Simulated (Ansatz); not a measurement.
## Electronic structure of Ta4N in real space

```
Ta N
1.0
     5.25771    0.00000    0.00000
    -2.62886    4.55331    0.00000
     0.00000    0.00000    3.87553
Ta N
4 1
Direct
  0.50000 0.00000 0.00000
  0.00000 0.50000 0.00000
  0.50000 0.50000 0.00000
  0.00000 0.00000 0.50000
  0.00000 0.00000 0.00000
```

Space group P6/mmm; a structure generated by program, which may or may not match a known phase; computed without spin polarisation.

All numbers below come from Ansatz, DFT PBE, scalar-relativistic, plane waves, PAW.

In a PAW calculation such maps are meaningful between the atoms, not at the nuclei.

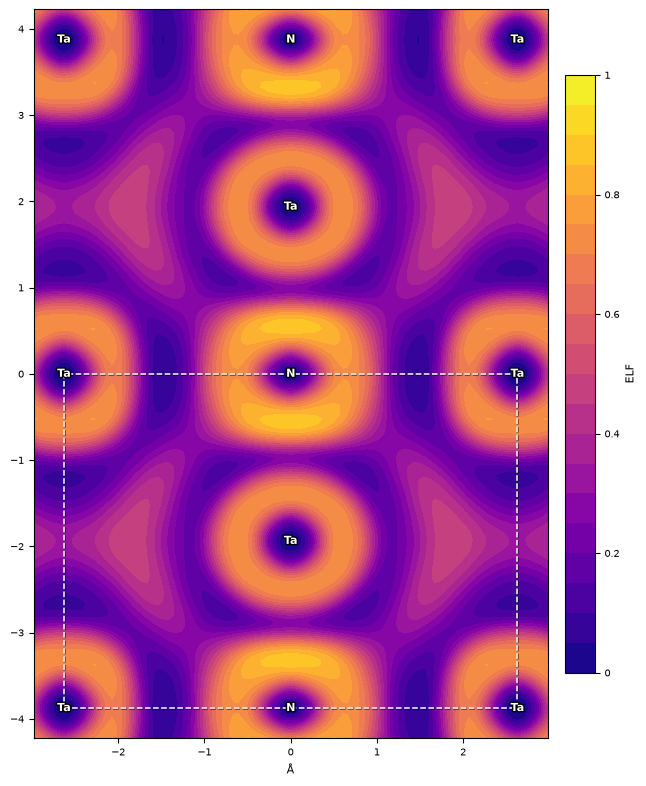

Figure 1. ELF on the (100) plane of the conventional cell.

Interpret the plot.

Answer. Atoms in the plane: Ta and N.
Ta–N (1.94 Å): the ELF peaks at about 0.90 in the valence shell of N, 0.6 Å from its nucleus, and drops to about 0.25 between the two atoms; no shared electron pair shows on this line.
The features right at Ta lie inside the PAW spheres, where the map follows smoothed inner orbitals and isn't to be read closely.

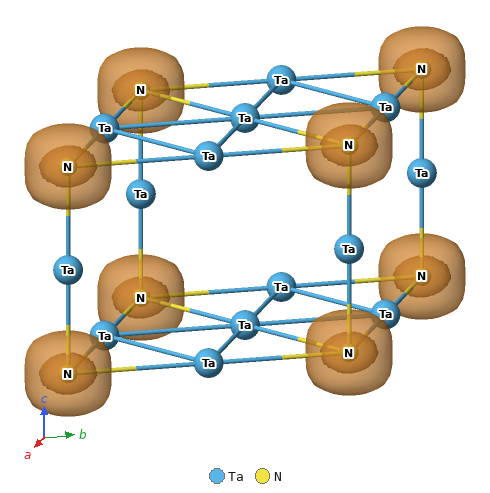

Figure 2. Isosurface of the ELF at 0.7 (orange), seen slightly off an axis. Core shells and regions of very low density are left out. Sticks mark near contacts.

Describe the localisation domains.

Answer. At this value the surface marks out one region wrapped around N (its valence shell), counted in one cell of 5 atoms. Regions shared between cells count once.


 Ta–Ta (2.63 Å): the ELF is about 0.35 at the midpoint.

What Bader charges does the calculation give?

Answer. Electrons move from Ta towards N. Bader charges: Ta +0.29 to +0.86 and N −1.73 e.

Does the calculation give a band gap?

Answer. It is gapless in this calculation (a metal or semimetal); semilocal functionals without U, or without the true magnetic order, often close the gap of such compounds.
